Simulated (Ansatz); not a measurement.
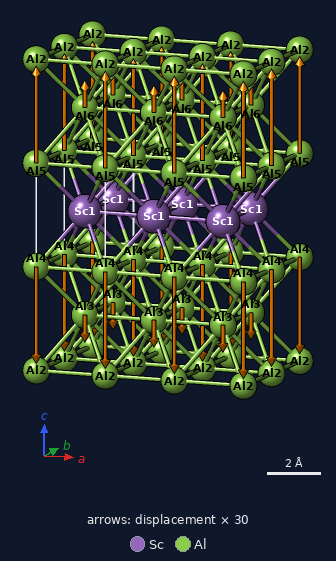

This is a relaxation of solid ScAl5 (a generated structure, set up in P4/mmm) (coarse preliminary run). The starting structure is drawn; orange arrows show the displacements (the part carried along by the change of the cell is left out), 30 times their true length.

The picture is a ball-and-stick view of the cell of the calculation, repeated 3 × 2 × 1 with one cell outlined, seen slightly off an axis.

Level of theory: DFT PBE, scalar-relativistic, plane waves, PAW in Ansatz.

The input:
```yaml
crystal:
  lattice:
    - [2.8338751, 0.0, 0.0]
    - [0.0, 2.8338751, 0.0]
    - [0.0, 0.0, 12.02311381]
  atoms:
    - { symbol: Sc, position: [0.5, 0.5, 0.5] }
    - { symbol: Al, position: [0.0, 0.0, 0.0] }
    - { symbol: Al, position: [0.5, 0.5, 0.16666667] }
    - { symbol: Al, position: [0.0, 0.0, 0.33333333] }
    - { symbol: Al, position: [0.0, 0.0, 0.66666667] }
    - { symbol: Al, position: [0.5, 0.5, 0.83333333] }
basis:
  ecutwfc: 420
kpoints:
  mp_grid: { grid: [6, 6, 2] }
hamiltonian:
  xc: pbe
scf:
  occupations: { method: gaussian, width: 0.1 }
  lower_state_search: "off"
output:
  forces: true
  stress: true
  eigenvalues: true
relax:
  adjacent_minimum: "off"
  f_tol: 0.04
  max_steps: 70
  cell: { stress_tol: 0.4 }
```

Launched with:
```bash
ansatz run input.yaml --threads 1 --pin off --max-ram 2560MiB --backend cpu --events-out ev --progress --plain --runs-dir out
```

Q: Atoms of which element are displaced furthest, and by how much?

A: Aluminium: up to 0.13 Å, against 0.00 Å for scandium.

Q: Describe the change and its energy.

A: The largest moves relative to the cell, 0.13 Å, are those of Al4 and Al5. Al4 goes along −c. Sc stays in place. The volume changes by +8.4 %, with a = b 2.834 → 2.906 Å (+2.5 %), c 12.023 → 12.391 Å (+3.1 %). Some distances before and after: Sc1–Al4 2.834 → 3.004 Å, Sc1–Sc1 2.834 → 2.906 Å, Al2–Al2 2.834 → 2.906 Å, Al2–Al3 2.834 → 2.888 Å. The space group stays P4/mmm (No. 123). Over 3 accepted moves (4 points after the start) the energy falls by 49.7 meV per atom. The largest force component goes from 0.94 to 0.0046 eV/Å. The pressure goes from 8.21 to 0.12 GPa. At 1 point the geometry stayed and the basis and grid were re-selected for the new cell (energy shift of 0.8 meV per atom at most each time).
